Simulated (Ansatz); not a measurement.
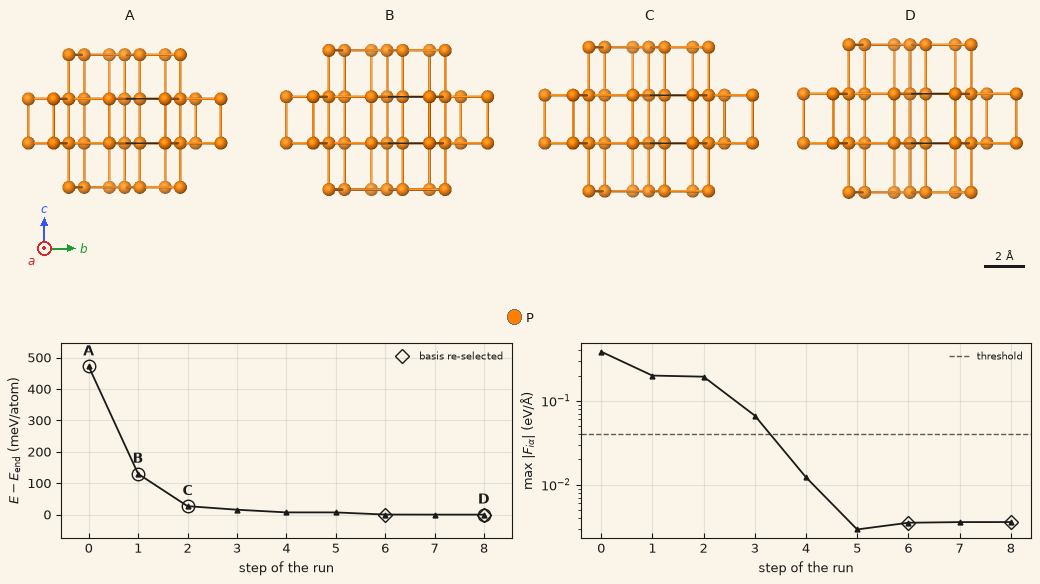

Frames of a relaxation of solid P (a generated structure, set up in P4/mbm) (coarse preliminary run), marked on the history of the run. A ball-and-stick model of the cell of the calculation, seen along the a axis.

Computed with DFT PBE, scalar-relativistic, plane waves, PAW in Ansatz 0.2.0.

The input:
```yaml
crystal:
  lattice:
    - [5.63669244, 0.0, 0.0]
    - [0.0, 5.63669244, 0.0]
    - [0.0, 0.0, 2.23398147]
  atoms:
    - { symbol: P, position: [0.5, 0.5, 0.0] }
    - { symbol: P, position: [0.0, 0.0, 0.0] }
    - { symbol: P, position: [0.86317998, 0.63682002, 0.0] }
    - { symbol: P, position: [0.13682002, 0.36317998, 0.0] }
    - { symbol: P, position: [0.63682002, 0.13682002, 0.0] }
    - { symbol: P, position: [0.36317998, 0.86317998, 0.0] }
basis:
  ecutwfc: 420
kpoints:
  mp_grid: { grid: [4, 4, 8] }
hamiltonian:
  xc: pbe
scf:
  occupations: { method: gaussian, width: 0.1 }
  lower_state_search: "off"
output:
  forces: true
  stress: true
  eigenvalues: true
relax:
  adjacent_minimum: "off"
  f_tol: 0.04
  max_steps: 70
  cell: { stress_tol: 0.4 }
```

Launched with:
```bash
ansatz run input.yaml --threads 1 --pin off --max-ram 2560MiB --backend cpu --events-out ev --progress --plain --runs-dir out
```

Q: What happens along the run?

A: The largest moves relative to the cell, 0.066 Å, are those of P3, P4, P5 and P6. P3 goes along [1 −1 0]. The volume changes by +33.8 %, with a = b 5.637 → 6.177 Å (+9.6 %), c 2.234 → 2.488 Å (+11.4 %). Among the contacts that change: P1–P1 2.234 → 2.488 Å, P1–P3 2.188 → 2.425 Å, P3–P4 2.181 → 2.259 Å. Bond angles that change, for instance: P1–P3–P2 131.3° → 128.5°. The space group stays P4/mbm (No. 127). After 6 accepted moves (8 points after the start) the energy has fallen by 472 meV per atom. Largest force component: 0.39 eV/Å at the start, 0.0036 eV/Å at the end. Pressure: 48.82 GPa at the start and −0.04 GPa at the end. The SCF was repeated twice at an unchanged geometry on a basis and grid sized afresh for the cell, which shifted the energy by 6.8 meV per atom at most. The run took 64 s on 1 thread of AMD EPYC (Zen 3) (shared host), peak memory 0.39 GiB. From step 0 to 1: P atoms move most (0.02 Å), volume +14.1 %, energy −342 meV per atom. From step 1 to 2: P atoms move most (0.02 Å), volume +9.6 %, energy −103 meV per atom. From step 2 to 8: P atoms move most (0.03 Å), volume +6.9 %, energy −27.0 meV per atom.

| step | E − E(0), meV/atom | largest force component, eV/Å | pressure, GPa | volume, Å³/atom | note |
| --- | --- | --- | --- | --- | --- |
| 0 | 0.00 | 0.3852 | 48.82 | 11.830 |  |
| 1 | -341.76 | 0.1998 | 18.67 | 13.502 |  |
| 2 | -444.74 | 0.1938 | 6.20 | 14.798 |  |
| 3 | -456.12 | 0.0667 | -2.56 | 16.137 |  |
| 4 | -464.65 | 0.0123 | -0.22 | 15.737 |  |
| 5 | -464.70 | 0.0029 | 0.00 | 15.708 |  |
| 6 | -471.53 | 0.0035 | 0.64 | 15.708 | same geometry, new basis |
| 7 | -471.73 | 0.0036 | -0.04 | 15.824 |  |
| 8 | -471.75 | 0.0036 | -0.04 | 15.824 | same geometry, new basis |
